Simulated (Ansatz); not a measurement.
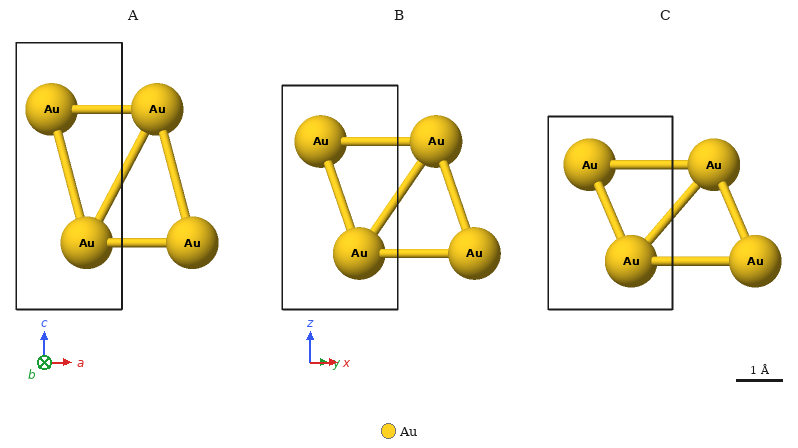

Energy scan for solid Au (P6_3/mmc), in which the ratio of the cell's length along z to its lengths across, counted as 1 for the reference, is changed at fixed volume (a c/a path), with the atoms kept at their fractional coordinates. x, y and z are the Cartesian axes of the input. Style: ball-and-stick. Shown: the cell of the calculation, repeated 2 × 2 × 1 with one cell outlined, along the b axis.

The calculation used DFT PBE, scalar-relativistic, plane waves, PAW in Ansatz. Settings: plane-wave cutoff 420 eV; k-point mesh 24 × 24 × 12; occupations gaussian; smearing width 0.15 eV; no spin polarisation. Energies (free energies at the smearing named) are counted from the cell as listed in its source, which wasn't relaxed.

### Order these geometries by energy, lowest first.

Lowest first: B (the relative ratio 1.00, 0.0 meV/atom), C (the relative ratio 0.80, 120.8 meV/atom), A (the relative ratio 1.30, 260.6 meV/atom). Over the whole scan: the lowest computed point lies at the relative ratio 1.00 (0.0 meV/atom). The unrelaxed reference is under a pressure of 1.9 GPa. The distortion keeps the space group P6_3/mmc. At the relative ratio 1.30 the cell of the drawing goes a 2.900 → 2.657 Å, b 2.900 → 2.657 Å, c 4.880 → 5.813 Å.
